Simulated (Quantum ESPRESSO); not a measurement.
# Re: band-structure run (part 3 of 3)

Re (P6₃/mmc, 2 atoms in the cell); Kohn-Sham DFT of a periodic cell, PBE, spin-orbit coupling, PseudoDojo 0.4 FR PBE standard, no spin polarisation (Quantum ESPRESSO 7.5); cutoff 979.61 eV, 11×11×6 k-mesh, fermi-dirac of 0.05 eV. The structure derives from an entry of the Crystallography Open Database.

Geometry of the input (Å; fractional positions):
```
2.7608  0.0000  0.0000
-1.3804  2.3909  0.0000
0.0000  0.0000  4.4582
Re 0.6667  0.3333  0.7500
Re 0.3333  0.6667  0.2500
```

**Output, continued**
```
   -55.3300 -55.3300 -55.2923 -55.2923 -25.3772 -25.3772 -25.2911 -25.2911
   -14.7281 -14.7281 -14.7103 -14.7103 -14.4434 -14.4434 -14.0552 -14.0552
    18.4667  18.4667  18.5931  18.5931  18.9365  18.9365  22.0430  22.0430
    22.1461  22.1461  22.7051  22.7051  23.7062  23.7062  28.0182  28.0182
    28.1697  28.1697  28.5191  28.5191  30.4993  30.4993  31.5876  31.5876
    34.1406  34.1406  35.2123  35.2123

          k = 0.1394 0.8853 0.1583 (  2059 PWs)   bands (ev):

   -55.3275 -55.3275 -55.2949 -55.2949 -25.3721 -25.3721 -25.2976 -25.2976
   -14.7739 -14.7739 -14.7217 -14.7217 -14.3791 -14.3791 -14.0562 -14.0562
    18.0241  18.0241  18.5898  18.5898  19.8257  19.8257  20.8491  20.8491
    22.1116  22.1116  23.7094  23.7094  23.9996  23.9996  27.4506  27.4506
    28.0926  28.0926  28.4212  28.4212  30.0896  30.0896  31.4122  31.4122
    34.2409  34.2409  35.4895  35.4895

          k = 0.1394 0.8853 0.3165 (  2053 PWs)   bands (ev):

   -55.3206 -55.3206 -55.3018 -55.3018 -25.3577 -25.3577 -25.3146 -25.3146
   -14.8318 -14.8318 -14.7517 -14.7517 -14.2624 -14.2624 -14.0728 -14.0728
    17.8128  17.8128  18.6449  18.6449  19.9319  19.9319  20.5616  20.5616
    22.3625  22.3625  24.3058  24.3058  24.6658  24.6658  26.1021  26.1021
    27.9671  27.9671  28.6020  28.6020  29.3690  29.3690  30.8529  30.8529
    34.3215  34.3215  35.0359  35.0359

          k = 0.1394 0.8853-0.4748 (  2056 PWs)   bands (ev):

   -55.3112 -55.3112 -55.3112 -55.3112 -25.3380 -25.3380 -25.3356 -25.3356
   -14.8539 -14.8539 -14.7666 -14.7666 -14.1893 -14.1893 -14.1026 -14.1026
    18.0943  18.0943  18.1433  18.1433  20.2154  20.2154  20.2255  20.2255
    23.4748  23.4748  23.6263  23.6263  25.2016  25.2016  25.4847  25.4847
    27.9256  27.9256  28.1512  28.1512  29.8517  29.8517  30.1570  30.1570
    34.5663  34.5663  34.5884  34.5884

          k = 0.2788 0.4829 0.0000 (  2045 PWs)   bands (ev):

   -55.3728 -55.3728 -55.2968 -55.2968 -25.3679 -25.3679 -25.1761 -25.1761
   -14.7530 -14.7530 -14.4160 -14.4160 -14.3268 -14.3268 -13.9549 -13.9549
    17.6152  17.6152  19.7819  19.7819  20.1268  20.1268  20.2689  20.2689
    22.0096  22.0096  22.5398  22.5398  23.6104  23.6104  24.8819  24.8819
    26.3249  26.3249  27.3212  27.3212  28.1414  28.1414  33.5032  33.5032
    34.5940  34.5940  37.3973  37.3973

          k = 0.2788 0.4829 0.1583 (  2052 PWs)   bands (ev):

   -55.3677 -55.3677 -55.3019 -55.3019 -25.3554 -25.3554 -25.1893 -25.1893
   -14.7410 -14.7410 -14.4228 -14.4228 -14.3185 -14.3185 -13.9679 -13.9679
    17.7324  17.7324  19.7374  19.7374  20.1406  20.1406  20.3477  20.3477
    22.0051  22.0051  22.5922  22.5922  23.2831  23.2831  24.9813  24.9813
    26.6411  26.6411  26.8930  26.8930  28.1947  28.1947  32.1180  32.1180
    35.1945  35.1945  38.0748  38.0748

          k = 0.2788 0.4829 0.3165 (  2053 PWs)   bands (ev):

   -55.3539 -55.3539 -55.3158 -55.3158 -25.3210 -25.3210 -25.2251 -25.2251
   -14.7021 -14.7021 -14.4899 -14.4899 -14.2442 -14.2442 -14.0128 -14.0128
    18.0859  18.0859  19.3077  19.3077  20.4145  20.4145  20.6347  20.6347
    21.7895  21.7895  22.2914  22.2914  23.2919  23.2919  25.0037  25.0037
    26.6323  26.6323  27.1875  27.1875  28.0631  28.0631  30.0153  30.0153
    36.4123  36.4123  38.9935  38.9935

          k = 0.2788 0.4829-0.4748 (  2060 PWs)   bands (ev):

   -55.3349 -55.3349 -55.3349 -55.3349 -25.2746 -25.2746 -25.2722 -25.2722
   -14.6631 -14.6631 -14.5468 -14.5468 -14.1772 -14.1772 -14.0614 -14.0614
    18.6154  18.6154  18.6927  18.6927  20.7877  20.7877  20.8237  20.8237
    21.6497  21.6497  21.7081  21.7081  24.0306  24.0306  24.2410  24.2410
    27.4507  27.4507  27.5583  27.5583  28.0666  28.0666  28.2603  28.2603
    38.2782  38.2782  38.2882  38.2882

          k = 0.2788 0.6439 0.0000 (  2065 PWs)   bands (ev):

   -55.3450 -55.3450 -55.2921 -55.2921 -25.3788 -25.3788 -25.2491 -25.2491
   -14.7198 -14.7198 -14.5653 -14.5653 -14.4459 -14.4459 -14.0672 -14.0672
    18.7128  18.7128  19.3984  19.3984  19.5576  19.5576  20.6851  20.6851
    21.8118  21.8118  22.8604  22.8604  23.3285  23.3285  25.7582  25.7582
    27.5935  27.5935  28.0610  28.0610  29.1564  29.1564  33.6280  33.6280
    34.5415  34.5415  35.6615  35.6615

          k = 0.2788 0.6439 0.1583 (  2052 PWs)   bands (ev):

   -55.3415 -55.3415 -55.2957 -55.2957 -25.3707 -25.3707 -25.2583 -25.2583
   -14.7476 -14.7476 -14.5776 -14.5776 -14.4014 -14.4014 -14.0671 -14.0671
    18.5649  18.5649  19.4613  19.4613  19.7225  19.7225  20.7187  20.7187
    21.9822  21.9822  22.6672  22.6672  23.2626  23.2626  25.7812  25.7812
    27.2372  27.2372  27.9827  27.9827  29.4062  29.4062  33.0027  33.0027
    34.0768  34.0768  36.0718  36.0718

          k = 0.2788 0.6439 0.3165 (  2051 PWs)   bands (ev):

   -55.3318 -55.3318 -55.3053 -55.3053 -25.3481 -25.3481 -25.2831 -25.2831
   -14.7826 -14.7826 -14.6160 -14.6160 -14.3074 -14.3074 -14.0790 -14.0790
    18.4976  18.4976  19.1940  19.1940  20.1149  20.1149  21.1878  21.1878
    21.8098  21.8098  22.3706  22.3706  23.4516  23.4516  25.3089  25.3089
    26.8736  26.8736  28.5893  28.5893  29.4677  29.4677  30.7869  30.7869
    35.2066  35.2066  37.1284  37.1285

          k = 0.2788 0.6439-0.4748 (  2058 PWs)   bands (ev):

   -55.3186 -55.3186 -55.3186 -55.3186 -25.3180 -25.3180 -25.3144 -25.3144
   -14.7943 -14.7943 -14.6369 -14.6369 -14.2530 -14.2530 -14.0964 -14.0964
    18.6888  18.6888  18.7858  18.7858  20.7929  20.7929  20.7950  20.7950
    22.0455  22.0455  22.1403  22.1403  23.9356  23.9356  24.2746  24.2746
    28.1486  28.1486  28.1896  28.1896  29.4288  29.4288  29.5426  29.5426
    36.7368  36.7368  36.7889  36.7889

          k = 0.2788 0.8048 0.0000 (  2052 PWs)   bands (ev):

   -55.3249 -55.3249 -55.2929 -55.2929 -25.3764 -25.3764 -25.3015 -25.3015
   -14.7119 -14.7119 -14.6493 -14.6493 -14.4895 -14.4895 -14.1507 -14.1507
    19.0042  19.0042  19.1432  19.1432  19.2807  19.2807  21.4098  21.4098
    21.8489  21.8489  22.5800  22.5800  23.7737  23.7737  26.9603  26.9603
    27.9673  27.9673  28.1235  28.1235  30.5209  30.5209  31.9135  31.9135
    33.6161  33.6161  35.4549  35.4549

          k = 0.2788 0.8048 0.1583 (  2052 PWs)   bands (ev):

   -55.3227 -55.3227 -55.2950 -55.2950 -25.3721 -25.3721 -25.3072 -25.3072
   -14.7671 -14.7671 -14.6649 -14.6649 -14.4227 -14.4227 -14.1402 -14.1402
    18.5486  18.5486  19.3797  19.3797  19.8858  19.8858  20.7298  20.7298
    21.8374  21.8374  22.9430  22.9430  23.8759  23.8759  26.8518  26.8518
    27.2604  27.2604  28.3520  28.3520  30.5733  30.5733  31.8788  31.8788
    34.3439  34.3439  35.0831  35.0831

          k = 0.2788 0.8048 0.3165 (  2064 PWs)   bands (ev):

   -55.3169 -55.3169 -55.3009 -55.3009 -25.3598 -25.3598 -25.3222 -25.3222
   -14.8424 -14.8424 -14.6867 -14.6867 -14.3299 -14.3299 -14.1228 -14.1228
    18.4022  18.4022  19.3709  19.3709  19.9949  19.9949  21.1168  21.1168
    21.4180  21.4180  23.1195  23.1195  24.2265  24.2265  25.5891  25.5891
    27.2925  27.2925  28.5723  28.5723  30.7197  30.7197  31.6346  31.6346
    34.4993  34.4993  35.6011  35.6012

          k = 0.2788 0.8048-0.4748 (  2052 PWs)   bands (ev):

   -55.3089 -55.3089 -55.3089 -55.3089 -25.3438 -25.3438 -25.3395 -25.3395
   -14.8720 -14.8720 -14.6964 -14.6964 -14.2906 -14.2906 -14.1162 -14.1162
    18.6567  18.6567  18.7574  18.7574  20.6034  20.6034  20.6266  20.6266
    22.3566  22.3566  22.4451  22.4451  24.4954  24.4954  24.8936  24.8936
    27.9634  27.9634  27.9870  27.9870  31.1050  31.1050  31.2184  31.2184
    35.0397  35.0397  35.0736  35.0736

          k = 0.4182 0.7243 0.0000 (  2051 PWs)   bands (ev):

   -55.3229 -55.3229 -55.2932 -55.2932 -25.3762 -25.3762 -25.3049 -25.3049
   -14.6761 -14.6761 -14.6463 -14.6463 -14.4927 -14.4927 -14.2128 -14.2128
    19.0739  19.0739  19.5178  19.5178  20.1971  20.1971  20.4792  20.4792
    21.7187  21.7187  22.5370  22.5370  23.7776  23.7776  26.3349  26.3349
    27.8573  27.8573  27.9843  27.9843  30.5343  30.5343  31.8605  31.8605
    33.3029  33.3029  35.9794  35.9794

          k = 0.4182 0.7243 0.1583 (  2059 PWs)   bands (ev):

   -55.3209 -55.3209 -55.2952 -55.2952 -25.3721 -25.3721 -25.3104 -25.3104
   -14.7573 -14.7573 -14.6305 -14.6305 -14.4424 -14.4424 -14.1910 -14.1910
    19.1028  19.1028  19.4531  19.4531  20.3365  20.3365  20.4033  20.4033
    22.0119  22.0119  22.2192  22.2192  23.7062  23.7062  26.3823  26.3823
    27.0318  27.0318  28.3337  28.3337  30.7397  30.7397  32.0291  32.0291
    34.0952  34.0952  35.1358  35.1358

          k = 0.4182 0.7243 0.3165 (  2052 PWs)   bands (ev):

   -55.3154 -55.3154 -55.3006 -55.3006 -25.3606 -25.3606 -25.3247 -25.3247
   -14.8423 -14.8423 -14.6413 -14.6413 -14.3764 -14.3764 -14.1479 -14.1479
    19.1075  19.1075  19.2738  19.2738  20.4484  20.4484  20.9282  20.9282
    21.5981  21.5981  22.2793  22.2793  23.6663  23.6663  25.2793  25.2793
    27.1321  27.1321  28.5811  28.5811  31.0981  31.0981  32.2276  32.2276
    34.4708  34.4708  35.4767  35.4767

          k = 0.4182 0.7243-0.4748 (  2050 PWs)   bands (ev):

   -55.3080 -55.3080 -55.3080 -55.3080 -25.3458 -25.3458 -25.3408 -25.3408
   -14.8746 -14.8746 -14.6481 -14.6481 -14.3518 -14.3518 -14.1266 -14.1266
    19.0733  19.0733  19.2034  19.2034  20.7564  20.7564  20.8840  20.8840
    21.9028  21.9028  21.9244  21.9244  23.8842  23.8842  24.3201  24.3201
    27.9992  27.9992  28.0369  28.0369  31.6410  31.6410  31.6443  31.6443
    35.4385  35.4385  35.5355  35.5355

          k = 0.4182 0.8853 0.0000 (  2059 PWs)   bands (ev):

   -55.3105 -55.3105 -55.2977 -55.2977 -25.3653 -25.3653 -25.3356 -25.3356
   -14.6985 -14.6985 -14.6378 -14.6378 -14.4770 -14.4770 -14.3005 -14.3005
    18.9576  18.9576  19.7854  19.7854  20.0663  20.0663  20.9290  20.9290
    21.8283  21.8283  22.2258  22.2258  24.1118  24.1118  26.9730  26.9730
    27.6494  27.6494  27.8054  27.8054  30.7656  30.7656  30.9235  30.9235
    32.6355  32.6355  37.6546  37.6546

          k = 0.4182 0.8853 0.1583 (  2054 PWs)   bands (ev):

   -55.3096 -55.3096 -55.2986 -55.2986 -25.3641 -25.3641 -25.3383 -25.3383
   -14.7726 -14.7726 -14.6366 -14.6366 -14.4391 -14.4391 -14.2580 -14.2580
    19.0454  19.0454  19.8402  19.8402  20.1113  20.1113  20.6530  20.6530
    21.8556  21.8556  22.2463  22.2463  24.0631  24.0631  26.8350  26.8350
    27.1382  27.1382  27.8451  27.8451  31.0835  31.0835  31.1710  31.1710
    33.6011  33.6011  37.0920  37.0920

          k = 0.4182 0.8853 0.3165 (  2060 PWs)   bands (ev):

   -55.3073 -55.3073 -55.3009 -55.3009 -25.3604 -25.3604 -25.3449 -25.3449
   -14.8667 -14.8667 -14.6428 -14.6428 -14.4053 -14.4053 -14.1764 -14.1764
    19.1562  19.1562  19.8197  19.8197  20.2446  20.2446  20.5204  20.5204
    21.8372  21.8372  22.2041  22.2041  24.0252  24.0252  25.3652  25.3652
    27.3938  27.3938  27.9027  27.9027  31.9781  31.9781  32.1938  32.1938
    34.9937  34.9937  35.9126  35.9126

          k = 0.4182 0.8853-0.4748 (  2054 PWs)   bands (ev):

   -55.3041 -55.3041 -55.3041 -55.3041 -25.3561 -25.3561 -25.3506 -25.3506
   -14.9033 -14.9033 -14.6464 -14.6464 -14.3948 -14.3948 -14.1392 -14.1392
    19.3093  19.3093  19.4509  19.4509  20.5165  20.5165  20.6847  20.6847
    21.9089  21.9089  21.9834  21.9834  24.1089  24.1089  24.6001  24.6001
    27.6327  27.6327  27.7202  27.7202  32.9954  32.9954  33.0781  33.0781
    34.6959  34.6959  34.7908  34.7908

     the Fermi energy is    24.2227 ev

!    total energy              =    -347.83716425 Ry
     estimated scf accuracy    <          2.2E-11 Ry
     smearing contrib. (-TS)   =      -0.00111834 Ry
     internal energy E=F+TS    =    -347.83604591 Ry

     The total energy is F=E-TS. E is the sum of the following terms:
     one-electron contribution =     -35.69813464 Ry
     hartree contribution      =      38.00843080 Ry
     xc contribution           =     -69.48477153 Ry
     ewald contribution        =    -280.66157054 Ry

     convergence has been achieved in   8 iterations

     Forces acting on atoms (cartesian axes, Ry/au):

     atom    1 type  1   force =     0.00000000    0.00000000    0.00000000
     atom    2 type  1   force =     0.00000000   -0.00000000    0.00000000

     Total force =     0.000000     Total SCF correction =     0.000000

     Computing stress (Cartesian axis) and pressure

          total   stress  (Ry/bohr**3)                   (kbar)     P=       73.03
   0.00049557  -0.00000000  -0.00000000           72.90       -0.00       -0.00
   0.00000000   0.00049557  -0.00000000            0.00       72.90       -0.00
  -0.00000000  -0.00000000   0.00049820           -0.00       -0.00       73.29

=------------------------------------------------------------------------------=
   JOB DONE.
=------------------------------------------------------------------------------=
```

**File pp_density.out**
```
This program is part of the open-source Quantum ESPRESSO suite
     for quantum simulation of materials; please cite
         "P. Giannozzi et al., J. Phys.:Condens. Matter 21 395502 (2009);
         "P. Giannozzi et al., J. Phys.:Condens. Matter 29 465901 (2017);
         "P. Giannozzi et al., J. Chem. Phys. 152 154105 (2020);
          URL
     in publications or presentations arising from this work. More details at

     ./tmp/pwscf.save/

     IMPORTANT: XC functional enforced from input :
     Exchange-correlation= PBE
                           (   1   4   3   4   0   0   0)
     Any further DFT definition will be discarded
     Please, verify this is what you really want

     G-vector sticks info
     --------------------
     sticks:   dense  smooth     PW     G-vecs:    dense   smooth      PW
     Sum         547     547    163                16383    16383    2755

     Using Slab Decomposition

     Calling punch_plot, plot_num =   0
     Writing data to file  density.dat
     Reading data from file  density.dat

     Writing data to be plotted to file density.cube
     Plot Type: 3D                     Output format: Gaussian cube

=------------------------------------------------------------------------------=
   JOB DONE.
=------------------------------------------------------------------------------=
```

**File pp_potential.out**
```
This program is part of the open-source Quantum ESPRESSO suite
     for quantum simulation of materials; please cite
         "P. Giannozzi et al., J. Phys.:Condens. Matter 21 395502 (2009);
         "P. Giannozzi et al., J. Phys.:Condens. Matter 29 465901 (2017);
         "P. Giannozzi et al., J. Chem. Phys. 152 154105 (2020);
          URL
     in publications or presentations arising from this work. More details at

     ./tmp/pwscf.save/

     IMPORTANT: XC functional enforced from input :
     Exchange-correlation= PBE
                           (   1   4   3   4   0   0   0)
     Any further DFT definition will be discarded
     Please, verify this is what you really want

     G-vector sticks info
     --------------------
     sticks:   dense  smooth     PW     G-vecs:    dense   smooth      PW
     Sum         547     547    163                16383    16383    2755

     Using Slab Decomposition

     Calling punch_plot, plot_num =  11
     Writing data to file  potential.dat
     Reading data from file  potential.dat

     Writing data to be plotted to file potential.cube
     Plot Type: 3D                     Output format: Gaussian cube

=------------------------------------------------------------------------------=
   JOB DONE.
=------------------------------------------------------------------------------=
```

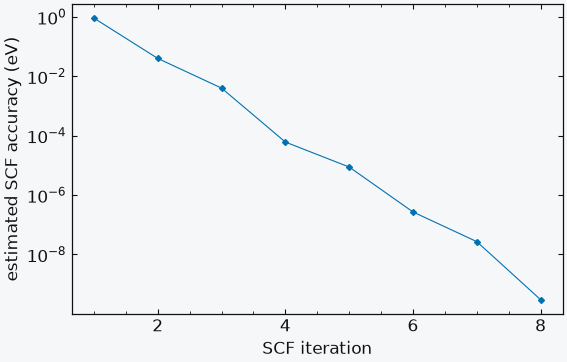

**Figure 1.** Convergence of the self-consistent field: estimated SCF accuracy against the iteration. The field takes 8 iterations in all.

**Results in brief**

| quantity | value |
| --- | --- |
| outcome | converged |
| space group (tolerance 0.01 Å) | P6₃/mmc (194) |
| electrons treated | 30 |
| free energy | −4732.5657 eV |
| Fermi energy | 24.223 eV |
| gap on the k-point mesh | none (metallic) |
| pressure | 7.30 GPa |
| largest force (length of the vector) | under 0.001 eV/Å |
| wall time | 6.4 min |
| peak memory | 0.25 GiB |

The cell is under a pressure of 7.3 GPa at this level, so it is not at its equilibrium volume.
